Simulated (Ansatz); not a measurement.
# Calculations on MoS2

### Relaxation

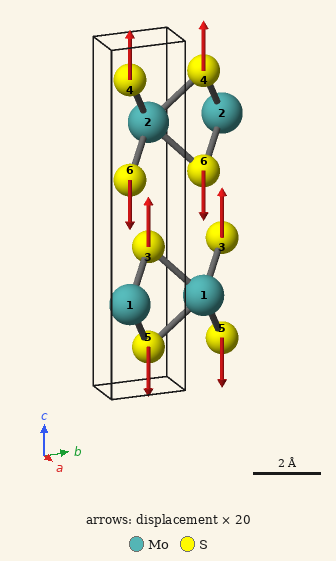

This is a relaxation of crystalline MoS$_{2}$ (set up in P6_3/mmc). The starting structure is drawn; red arrows show the displacements (the part carried along by the change of the cell is left out), 20 times their true length.

The picture is a ball-and-stick view of the cell of the calculation, repeated 1 × 2 × 1 with one cell outlined, seen slightly off an axis.

Case: relaxed at 60 GPa.

Computed with DFT r2SCAN, scalar-relativistic, plane waves, PAW (Ansatz).

The input:
```yaml
crystal:
  lattice:
    - [2.9248199907, 0.0, 0.0]
    - [-1.4624099953, 2.5329684134, 0.0]
    - [0.0, 0.0, 10.6110442517]
  atoms:
    - { symbol: Mo, position: [0.6666666667, 0.3333333333, 0.25] }
    - { symbol: Mo, position: [0.3333333333, 0.6666666667, 0.75] }
    - { symbol: S, position: [0.3333333333, 0.6666666667, 0.393468443] }
    - { symbol: S, position: [0.6666666667, 0.3333333333, 0.893468443] }
    - { symbol: S, position: [0.3333333333, 0.6666666667, 0.106531557] }
    - { symbol: S, position: [0.6666666667, 0.3333333333, 0.606531557] }
basis:
  ecutwfc: 500
kpoints:
  mp_grid: { grid: [12, 12, 4] }
hamiltonian:
  xc: r2scan
scf:
  occupations: { method: gaussian, width: 0.1 }
output:
  forces: true
  stress: true
  eigenvalues: true
relax:
  adjacent_minimum: "off"
  f_tol: 0.008
  max_steps: 50
  cell: { stress_tol: 0.08, p_target: 60.0 }
```

Command:
```bash
ansatz run input.yaml --threads 1 --pin off --max-ram 2560MiB --backend cpu --events-out ev --progress --plain --runs-dir out
```

Atoms of which element are displaced furthest, and by how much?

Sulfur: up to 0.076 Å, against 0.000 Å for molybdenum.

What did the optimiser do to the structure, and how much energy did it gain?

The largest moves relative to the cell, 0.076 Å, are those of S3, S4, S5 and S6. S6 goes along −c. Mo stays in place. Cell: a = b 2.925 → 2.889 Å (−1.2 %), c 10.611 → 10.437 Å (−1.6 %). Volume −4.0 %. Near-neighbour distances that change, for instance: Mo1–Mo1 2.925 → 2.889 Å, Mo1–S3 2.274 → 2.293 Å. Bond angles that change, for instance: S3–Mo1–S5 84.1° → 86.7°. The space group stays P6_3/mmc (No. 194). After 5 accepted moves (6 points after the start) the energy has risen by 152 meV per atom. With the target pressure of 60 GPa, the enthalpy E + pV changes by −45.5 meV per atom. The largest force component goes from 1.6 to 0.00042 eV/Å. Pressure: 56.82 GPa at the start and 60.00 GPa at the end. The SCF was repeated once at an unchanged geometry on a basis and grid sized afresh for the cell, which shifted the energy by 0.2 meV per atom at most. Cost: 120 s on 1 thread of Arm Neoverse V1, with other jobs on the host, peak memory 0.63 GiB.

### Relaxation

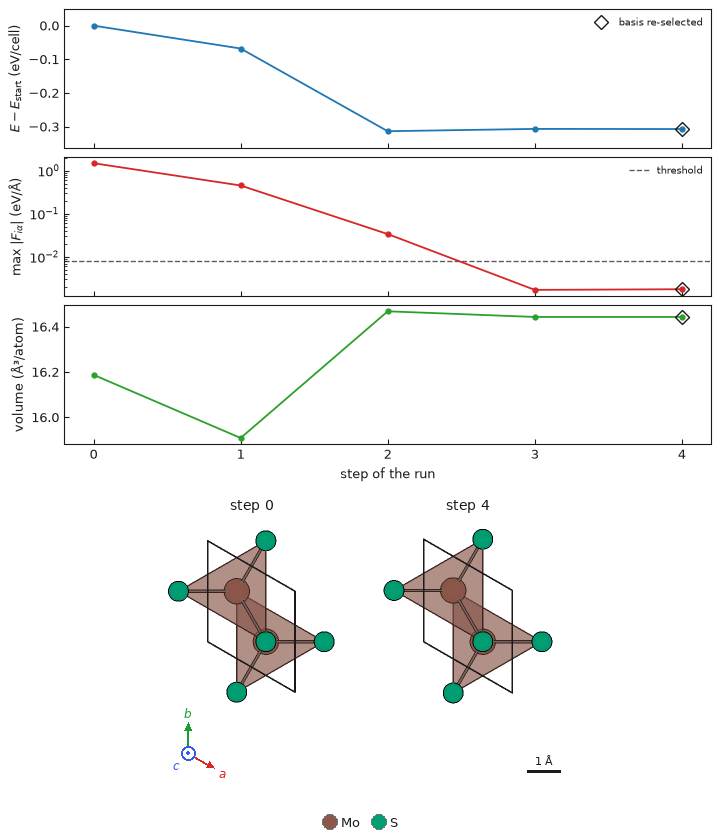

First and last geometry of a relaxation of a crystal of MoS2 (set up in P6_3/mmc), with the history of the run. Style: polyhedral. Shown: the cell of the calculation, along the c axis.

Case: relaxed at 8 GPa.

All numbers below come from Ansatz, DFT r2SCAN, scalar-relativistic, plane waves, PAW. Settings: plane-wave cutoff 500 eV; k-point mesh 12 × 12 × 4; occupations gaussian; smearing width 0.02 eV; target pressure 8 GPa; no spin polarisation; cell and atoms relaxed; force threshold 0.008 eV/Å; at most 50 steps.

Question: Did the run converge, and what did it change?

Answer: It converged. The largest moves relative to the cell, 0.065 Å, are those of S atoms. Mo stays in place. Cell: a = b 3.076 → 3.124 Å (+1.5 %), c 11.849 → 11.674 Å (−1.5 %). Volume +1.6 %. Near-neighbour distances that change, for instance: Mo–S 2.333 → 2.382 Å, Mo–Mo 3.076 → 3.124 Å. The space group stays P6_3/mmc (No. 194). Over 3 accepted moves (4 points after the start) the energy falls by 0.307 eV per cell of the calculation. With the target pressure of 8 GPa, the enthalpy E + pV changes by −0.230 eV per cell of the calculation. Largest force component: 1.5 eV/Å at the start, 0.0018 eV/Å at the end. The pressure goes from 18.75 to 8.01 GPa. The SCF was repeated once at an unchanged geometry on a basis and grid sized afresh for the cell, which shifted the energy by 0.4 meV per cell of the calculation at most.

Limits of the set-up: layers or molecules are held without a dispersion correction, so their spacing is unreliable.

### Series

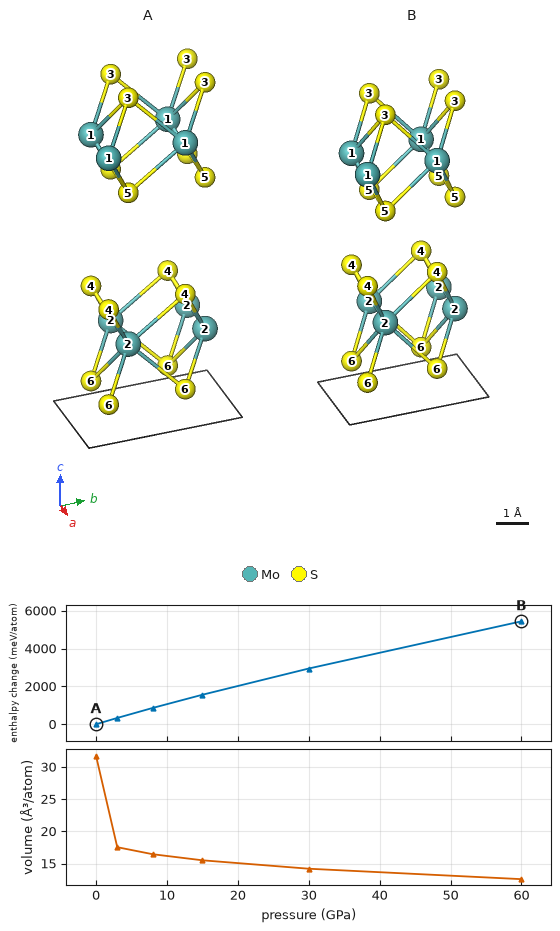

Members of a series of calculations on solid MoS2 (set up in P-3m1), marked on the first curve. A ball-and-stick model of the 2 × 2 repeat of the cell, outlined in the plane, without the vacuum, seen slightly off an axis.

All numbers below come from DFT r2SCAN, scalar-relativistic, plane waves, PAW (Ansatz). (plane-wave cutoff 500 eV; occupations gaussian; no spin polarisation) The k-mesh is chosen for each cell (12×12×2, 12×12×4). Smearing widths differ between the runs.

**Describe the series.**

The structure is relaxed at several pressures. A (pressure 0.0 GPa): enthalpy change 0.0 meV/atom, volume 31.75 Å³ per atom. B (pressure 60.0 GPa): enthalpy change 5436 meV/atom, volume 12.57 Å³ per atom. The rest compares A with B. In the plane the drawn cell goes a 6.368 → 5.778 Å (−9.3 %), b 6.368 → 5.778 Å (−9.3 %). Near-neighbour distances before and after: Mo–S 2.406 → 2.293 Å.

Limits of the set-up: layers or molecules are held without a dispersion correction, so their spacing is unreliable.
